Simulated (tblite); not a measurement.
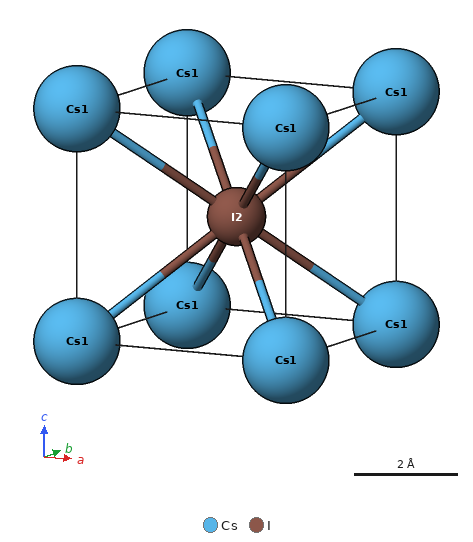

The structure as given in the input (ball-and-stick view of the cell of the calculation, seen at an oblique angle; atoms are numbered from 1 in the order of the input).

## Single-point calculation, with input and output: CsI

System: CsI (Pm-3m, 2 atoms in the cell).
Method: with the settings of its input (tblite 0.8.0).

The structure was built on a prototype by a generator. The run did not end well. The geometry comes from this level: r2SCAN.

### Input file
```python
import json
from ase import Atoms
from ase.build import make_supercell
from ase.units import Bohr, GPa, Hartree
from tblite.interface import Calculator

atoms = Atoms(['Cs', 'I'],
              cell=[[4.60814, 0.0, 0.0], [0.0, 4.60814, 0.0], [0.0, 0.0, 4.60814]],
              scaled_positions=[[-0.0, -0.0, 0.0], [0.5, 0.5, 0.5]],
              pbc=True)
cluster = make_supercell(atoms, [[1, 0, 0], [0, 1, 0], [0, 0, 1]])
calc = Calculator('GFN1-xTB', cluster.numbers, cluster.positions / Bohr, lattice=cluster.cell[:] / Bohr, periodic=cluster.pbc)
calc.set('temperature', 0.02 / Hartree)
calc.set('max-iter', 150)
res = calc.singlepoint()
levels = res.get('orbital-energies') * Hartree
nv = round(res.get('orbital-occupations').sum() / 2)
cells = len(cluster) // len(atoms)
out = {'energy_per_cell': res.get('energy') * Hartree / cells, 'homo': levels[nv - 1], 'lumo': levels[nv],
       'stress': (-res.get('virial') * Hartree / cluster.get_volume() / GPa).tolist(), 'charges': res.get('charges')[:len(atoms)].tolist(), 'electrons': 2 * nv / cells}
json.dump(out, open('results.json', 'w'))
for key, value in out.items():
    print(key, value)
```

Hardware: 1 thread of Arm Neoverse V2, 24 GiB of memory available, shared host.

Run as:
```bash
python run.py
```

### The program's output
```
------------------------------------------------------------
  cycle        total energy    energy error   density error
------------------------------------------------------------
      1     -3.365946429619  -3.3566051E+00   6.6093476E-01
      2     -2.602099105461   7.6384732E-01   9.2523614E-01
      3     -3.166411719745  -5.6431261E-01   7.5245166E-01
      4     -3.275183719938  -1.0877200E-01   6.7523084E-01
      5     -3.415682176971  -1.4049846E-01   6.1710646E-01
      6     -4.119528576759  -7.0384640E-01   2.4823219E-01
      7     -3.259110912811   8.6041766E-01   7.1500169E-01
      8     -3.421034952279  -1.6192404E-01   6.0823764E-01
      9     -3.259442803989   1.6159215E-01   7.1278567E-01
     10     -3.424523560592  -1.6508076E-01   6.0745034E-01
     11     -4.122790881894  -6.9826732E-01   2.4822704E-01
     12     -3.442533044865   6.8025784E-01   5.9643312E-01
     13     -3.261018428346   1.8151462E-01   7.1316239E-01
     14     -3.441405239975  -1.8038681E-01   5.9733233E-01
     15     -3.319407323537   1.2199792E-01   6.8894581E-01
     16     -3.437722259410  -1.1831494E-01   5.9941065E-01
     17     -4.230077538839  -7.9235528E-01   1.0430532E-01
     18     -3.467062064711   7.6301547E-01   5.8440832E-01
     19     -3.259616477402   2.0744559E-01   7.1516732E-01
     20     -3.467056992630  -2.0744052E-01   5.8487145E-01
     21     -3.262940663936   2.0411633E-01   7.1240899E-01
     22     -3.451677011165  -1.8873635E-01   5.9135943E-01
     23     -3.320218498454   1.3145851E-01   6.8921973E-01
     24     -3.447495411799  -1.2727691E-01   5.9357987E-01
     25     -3.884105409831  -4.3661000E-01   4.2515689E-01
     26     -3.452877103429   4.3122831E-01   5.9046806E-01
     27     -3.319250608835   1.3362649E-01   6.8983431E-01
     28     -3.451281903168  -1.3203129E-01   5.9147856E-01
     29     -3.735655688343  -2.8437379E-01   5.0649678E-01
     30     -3.453701270128   2.8195442E-01   5.9009035E-01
     31     -3.451339118947   2.3621512E-03   6.3654838E-01
     32     -3.453255258033  -1.9161391E-03   5.9040365E-01
     33     -3.751799801890  -2.9854454E-01   4.9835289E-01
     34     -3.457815217709   2.9398458E-01   5.8821604E-01
     35     -3.441114961948   1.6700256E-02   6.4088580E-01
     36     -3.456804965728  -1.5690004E-02   5.8875824E-01
     37     -3.723947235865  -2.6714227E-01   5.1259546E-01
     38     -3.461800122431   2.6214711E-01   5.8655283E-01
     39     -3.478470483555  -1.6670361E-02   6.2529933E-01
     40     -3.461194624905   1.7275859E-02   5.8688137E-01
     41     -3.690309335714  -2.2911471E-01   5.2932082E-01
     42     -3.466595111299   2.2371422E-01   5.8464562E-01
     43     -3.520122161956  -5.3527051E-02   6.0750757E-01
     44     -3.466971582449   5.3150580E-02   5.8455392E-01
     45     -3.660250223659  -1.9327864E-01   5.4388166E-01
     46     -3.472615849076   1.8763437E-01   5.8231759E-01
     47     -3.556685957747  -8.4070109E-02   5.9151393E-01
     48     -3.474448609161   8.2237349E-02   5.8164938E-01
     49     -3.638557575410  -1.6410897E-01   5.5418890E-01
     50     -3.480250222142   1.5830735E-01   5.7941368E-01
     51     -3.584600254680  -1.0435003E-01   5.7905346E-01
     52     -3.483715350358   1.0088490E-01   5.7812066E-01
     53     -3.627417503424  -1.4370215E-01   5.5943299E-01
     54     -3.489771871430   1.3764563E-01   5.7582229E-01
     55     -3.604351546840  -1.1457968E-01   5.7010130E-01
     56     -3.494741263568   1.0961028E-01   5.7395993E-01
     57     -3.625704268208  -1.3096300E-01   5.6026224E-01
     58     -3.501264326285   1.2443994E-01   5.7149915E-01
     59     -3.618977301193  -1.1771297E-01   5.6339778E-01
     60     -3.507500721163   1.1147658E-01   5.6915430E-01
     61     -3.630605843689  -1.2310512E-01   5.5800772E-01
     62     -3.514682799137   1.1592304E-01   5.6644296E-01
     63     -3.631575599454  -1.1689280E-01   5.5756851E-01
     64     -3.521990175462   1.0958542E-01   5.6368105E-01
     65     -3.639634996625  -1.1764482E-01   5.5380648E-01
     66     -3.529939446854   1.0969555E-01   5.6066427E-01
     67     -3.644111614277  -1.1417217E-01   5.5171242E-01
     68     -3.538189779102   1.0592184E-01   5.5752195E-01
     69     -3.651300838342  -1.1311106E-01   5.4832672E-01
     70     -3.546938687345   1.0436215E-01   5.5417331E-01
     71     -3.657517738775  -1.1057905E-01   5.4538527E-01
     72     -3.556047304839   1.0147043E-01   5.5066893E-01
     73     -3.664868021610  -1.0882072E-01   5.4188697E-01
     74     -3.565582472045   9.9285550E-02   5.4697856E-01
     75     -3.672136277930  -1.0655381E-01   5.3840784E-01
     76     -3.575484624037   9.6651654E-02   5.4312157E-01
     77     -3.679991077772  -1.0450645E-01   5.3462433E-01
     78     -3.585769948261   9.4221130E-02   5.3908723E-01
     79     -3.688042574311  -1.0227263E-01   5.3072085E-01
     80     -3.596408719319   9.1633855E-02   5.3488294E-01
     81     -3.696490009495  -1.0008129E-01   5.2659721E-01
     82     -3.607398323593   8.9091686E-02   5.3050509E-01
     83     -3.705207930921  -9.7809607E-02   5.2231080E-01
     84     -3.618720063726   8.6487867E-02   5.2595642E-01
     85     -3.714248550423  -9.5528487E-02   5.1783200E-01
     86     -3.630364745928   8.3883804E-02   5.2123568E-01
     87     -3.723568208238  -9.3203462E-02   5.1317822E-01
     88     -3.642317842862   8.1250365E-02   5.1634360E-01
     89     -3.733175000053  -9.0857157E-02   5.0834103E-01
     90     -3.654568156595   7.8606843E-02   5.1127942E-01
     91     -3.743049933259  -8.8481777E-02   5.0332536E-01
     92     -3.667102916173   7.5947017E-02   5.0604283E-01
     93     -3.753188622354  -8.6085706E-02   4.9812860E-01
     94     -3.679910582476   7.3278040E-02   5.0063281E-01
     95     -3.763579508697  -8.3668926E-02   4.9275154E-01
     96     -3.692979293433   7.0600215E-02   4.9504827E-01
     97     -3.774215088902  -8.1235795E-02   4.8719269E-01
     98     -3.706297719852   6.7917369E-02   4.8928765E-01
     99     -3.785086180429  -7.8788461E-02   4.8145116E-01
    100     -3.719854584201   6.5231596E-02   4.8334912E-01
    101     -3.796184770871  -7.6330187E-02   4.7552519E-01
    102     -3.733638888237   6.2545883E-02   4.7723044E-01
    103     -3.807502574426  -7.3863686E-02   4.6941285E-01
    104     -3.747639753222   5.9862821E-02   4.7092900E-01
    105     -3.819031688624  -7.1391935E-02   4.6311165E-01
    106     -3.761846451297   5.7185237E-02   4.6444178E-01
    107     -3.830764229089  -6.8917778E-02   4.5661874E-01
    108     -3.776248328972   5.4515900E-02   4.5776531E-01
    109     -3.842692440322  -6.6444111E-02   4.4993079E-01
    110     -3.790834774348   5.1857666E-02   4.5089570E-01
    111     -3.854808576928  -6.3973803E-02   4.4304398E-01
    112     -3.805595152193   4.9213425E-02   4.4382856E-01
    113     -3.867104879375  -6.1509727E-02   4.3595401E-01
    114     -3.820518742665   4.6586137E-02   4.3655901E-01
    115     -3.879573496720  -5.9054754E-02   4.2865602E-01
    116     -3.835594665318   4.3978831E-02   4.2908164E-01
    117     -3.892206420809  -5.6611755E-02   4.2114465E-01
    118     -3.850811795109   4.1394626E-02   4.2139049E-01
    119     -3.904995400192  -5.4183605E-02   4.1341393E-01
    120     -3.866158664451   3.8836736E-02   4.1347900E-01
    121     -3.917931845568  -5.1773181E-02   4.0545729E-01
    122     -3.881623351096   3.6308494E-02   4.0534002E-01
    123     -3.931006718523  -4.9383367E-02   3.9726757E-01
    124     -3.897193348181   3.3813370E-02   3.9696571E-01
    125     -3.944210401387  -4.7017053E-02   3.8883691E-01
    126     -3.912855412449   3.1354989E-02   3.8834761E-01
    127     -3.957532545481  -4.4677133E-02   3.8015680E-01
    128     -3.928595387460   2.8937158E-02   3.7947651E-01
    129     -3.970961891933  -4.2366504E-02   3.7121804E-01
    130     -3.944397995748   2.6563896E-02   3.7034252E-01
    131     -3.984486059788  -4.0088064E-02   3.6201073E-01
    132     -3.960246594125   2.4239466E-02   3.6093500E-01
    133     -3.998091295255  -3.7844701E-02   3.5252429E-01
    134     -3.976122885467   2.1968410E-02   3.5124262E-01
    135     -4.011762173866  -3.5639288E-02   3.4274745E-01
    136     -3.992006578232   1.9755596E-02   3.4125335E-01
    137     -4.025481247520  -3.3474669E-02   3.3266838E-01
    138     -4.007874985603   1.7606262E-02   3.3095455E-01
    139     -4.039228626411  -3.1353641E-02   3.2227473E-01
    140     -4.023702554398   1.5526072E-02   3.2033310E-01
    141     -4.052981486483  -2.9278932E-02   3.1155384E-01
    142     -4.039460315366   1.3521171E-02   3.0937559E-01
    143     -4.066713493233  -2.7253178E-02   3.0049296E-01
    144     -4.055115247434   1.1598246E-02   2.9806860E-01
    145     -4.080394134883  -2.5278887E-02   2.8907966E-01
    146     -4.070629553418   9.7645815E-03   2.8639913E-01
    147     -4.093987964128  -2.3358411E-02   2.7730232E-01
    148     -4.085959852939   8.0281112E-03   2.7435523E-01
    149     -4.107453756999  -2.1493904E-02   2.6515091E-01
    150     -4.101056312633   6.3974444E-03   2.6192686E-01
------------------------------------------------------------

 total:                                   0.061 sec
tblite.exceptions.TBLiteRuntimeError: SCF not converged in 150 cycles
```

### What the run reported

| quantity | value |
| --- | --- |
| outcome | not converged |
| space group (tolerance 0.01 Å) | Pm-3m (221) |
| peak memory | 0.11 GiB |

### Diagnosis

Some settings of this run were drawn to be unusual or wrong. The run did not converge. Its last values are not results.
